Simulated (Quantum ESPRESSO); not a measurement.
**Ga: 7 runs along one coordinate**

System: Ga (2 atoms in the cell).
Method: Kohn-Sham DFT of a periodic cell, r2SCAN, SG15 PBE 1.2, no spin polarisation (Quantum ESPRESSO 7.5).

The 7 runs differ only in the geometry, by an even scaling of the cell at fixed fractional positions. The structure derives from a Materials Project entry.

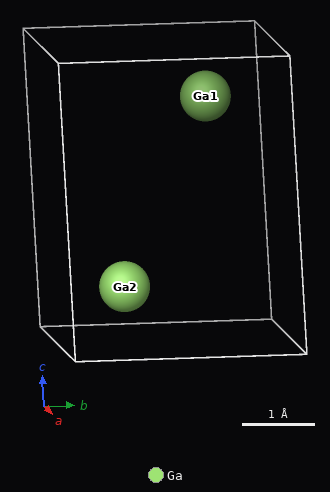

Figure 1. The structure of run 4 (ball-and-stick view of the cell of the calculation, seen slightly off an axis; atoms are numbered from 1 in the order of the input). An atom can appear more than once, as a periodic image.

## Input of run 4
```
&CONTROL
  calculation = 'scf'
  prefix = 'pwscf'
  outdir = './tmp'
  pseudo_dir = './pseudo'
  tstress = .true.
  disk_io = 'nowf'
/
&SYSTEM
  ibrav = 0
  nat = 2
  ntyp = 1
  ecutwfc = 88
  nbnd = 20
  input_dft = 'r2scan'
  occupations = 'smearing'
  smearing = 'fd'
  degauss = 0.00367493
  nosym = .true.
  nr1 = 32
  nr2 = 40
  nr3 = 60
/
&ELECTRONS
  conv_thr = 1d-08
  electron_maxstep = 120
  mixing_beta = 0.5
/
ATOMIC_SPECIES
Ga    69.7230 Ga_ONCV_PBE-1.2.upf
CELL_PARAMETERS angstrom
   2.7784220849    0.0000000000    0.0000000000
   0.0000000000    3.2816087900    0.0000000000
  -1.3434310986    0.0000000000    3.9902731763
ATOMIC_POSITIONS crystal
Ga     0.1345962700    0.7500000000    0.7701668300
Ga     0.8654037300    0.2500000000    0.2298331700
K_POINTS automatic
6 4 4 0 0 0
```

Command:
```bash
OMP_NUM_THREADS=1 mpirun -n 2 pw.x -nk 2 -in pw.in > pw.out
```

Run 5 differs from it as follows:
```diff
-   2.7784220849    0.0000000000    0.0000000000
-   0.0000000000    3.2816087900    0.0000000000
-  -1.3434310986    0.0000000000    3.9902731763
+   2.7968227674    0.0000000000    0.0000000000
+   0.0000000000    3.3033419319    0.0000000000
+  -1.3523282526    0.0000000000    4.0166995966
```

## Results, with one run withheld

| run | volume per atom (Å³) | free energy per atom, from the lowest run given (meV) | pressure (GPa) |
| --- | --- | --- | --- |
| 1 | 17.100 | 0.94 | 1.17 |
| 2 | 17.463 | 0.00 | −0.37 |
| 3 | 17.827 | 2.32 | −1.71 |
| 4 | 18.191 | 7.51 | −2.88 |
| 5 | 18.555 | ? | ? |
| 6 | 18.919 | 25.04 | −4.80 |
| 7 | 19.283 | 36.77 | −5.56 |

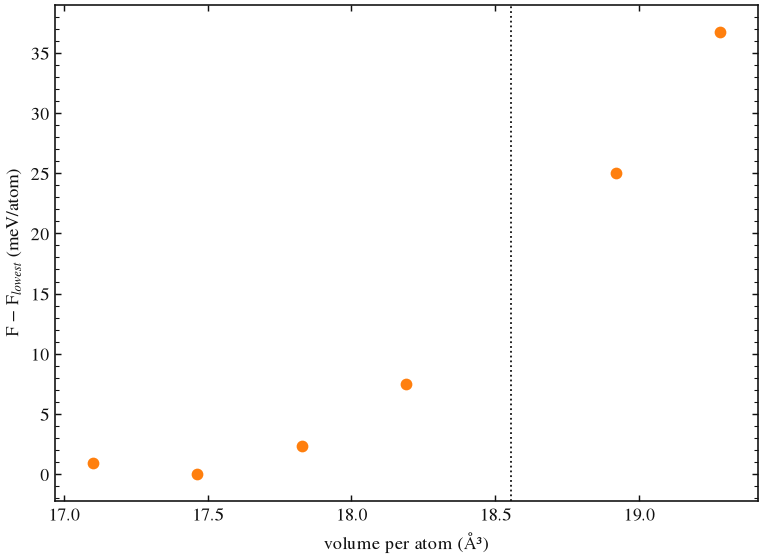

Figure 2. Free energy per atom of the runs given; the dotted line marks run 5.

What should run 5 give?

A cubic polynomial in V^(−2/3) (the Birch–Murnaghan form), fitted to the 6 runs given, misses them by under 0.01 meV per atom. With x = V^(−2/3) − 0.14504 Å⁻², it reads F = 6.0267 − 3026.6 x + 3.6637e+05 x² + 1.9755e+06 x³ (meV per atom). At run 5 it gives 15.19 meV per atom, and the run itself gives 15.19. The slope of the fit gives a pressure −dF/dV of −3.88 GPa there, and the run prints −3.92 GPa. The fit has its minimum at 17.380 Å³ per atom, where V d²F/dV² gives 71 GPa. Cell shape and fractional positions are held, so this is the stiffness under even scaling; the relaxed bulk modulus wasn't computed.

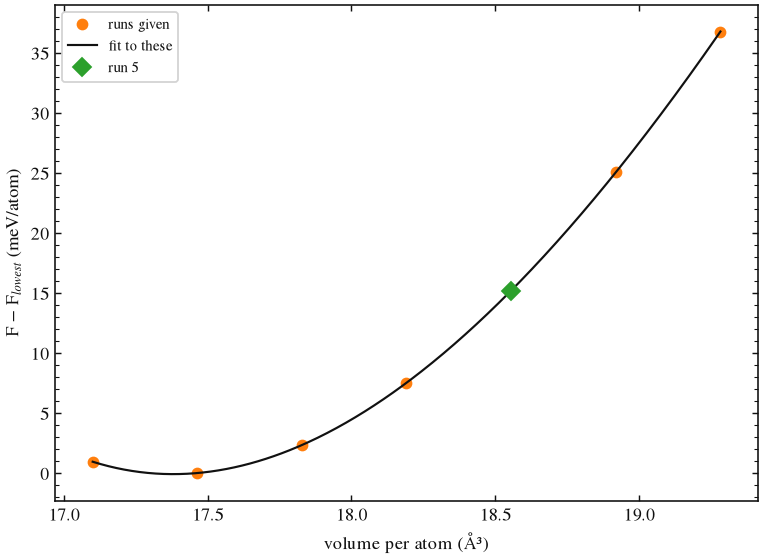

Figure 3. The fit and the withheld run.

## Some lines of the output (run 5)
```
[...]
     total energy              =    -260.19237237 Ry
     total energy              =    -260.19248516 Ry
     total energy              =    -260.19244632 Ry
     total energy              =    -260.19247955 Ry
     total energy              =    -260.19248212 Ry
     total energy              =    -260.19248237 Ry
     total energy              =    -260.19248244 Ry
     total energy              =    -260.19248243 Ry
     total energy              =    -260.19248245 Ry
     the Fermi energy is    10.7963 ev
!    total energy              =    -260.19248245 Ry
     The total energy is F=E-TS. E is the sum of the following terms:
     Computing stress (Cartesian axis) and pressure
          total   stress  (Ry/bohr**3)                   (kbar)     P=      -39.16
```

Notes: Further notes kept with the run: potentials made for another functional. Points of doubt noted for this run: coarse mesh; potentials made for another functional.
